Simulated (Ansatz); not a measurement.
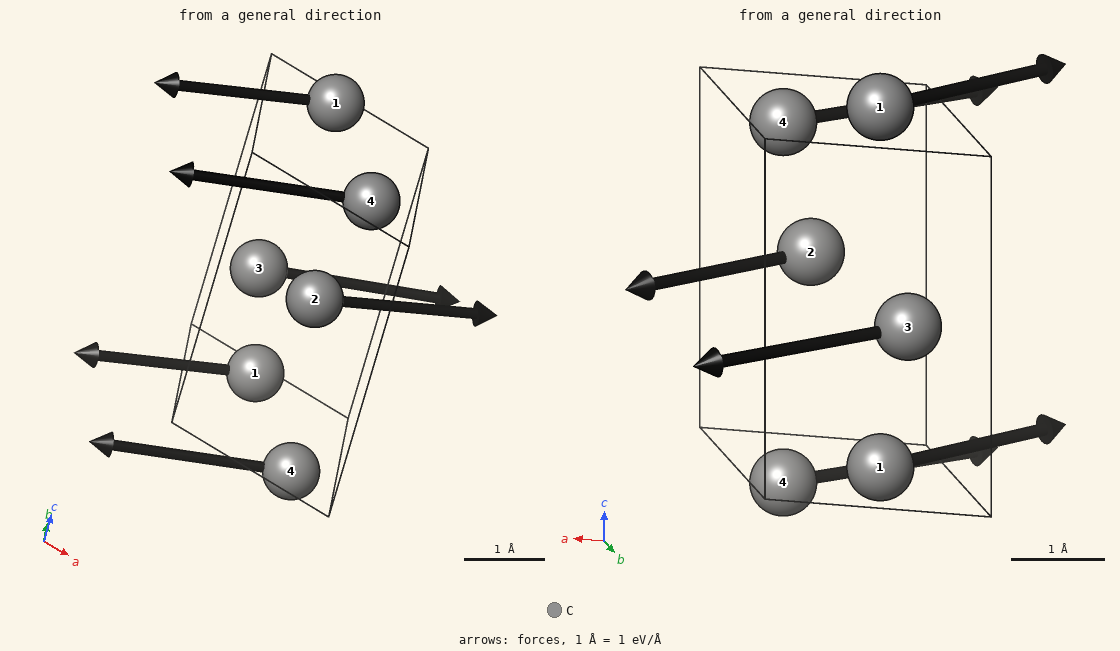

The crystal in a spheres-only representation, seen from two general directions. The simulation cell is drawn as a box. The arrows are the computed forces on the atoms.

System: C. The numbers come from DFT PBE, scalar-relativistic, plane waves, PAW in Ansatz 0.2.0, using an energy cutoff of 420 eV, 12×12×6 k-mesh, Gaussian smearing of 0.05 eV, no spin polarisation.

Are the forces small enough to call this converged?

No. The atoms still feel forces of up to about 2.3 eV/Å, far above a usual threshold of 0.01 to 0.03 eV/Å.

The structure was taken from an entry, possibly a prediction, of the Crystallography Open Database. The cell was then strained or its atoms displaced on purpose. It was run through Ansatz as a DFT input.
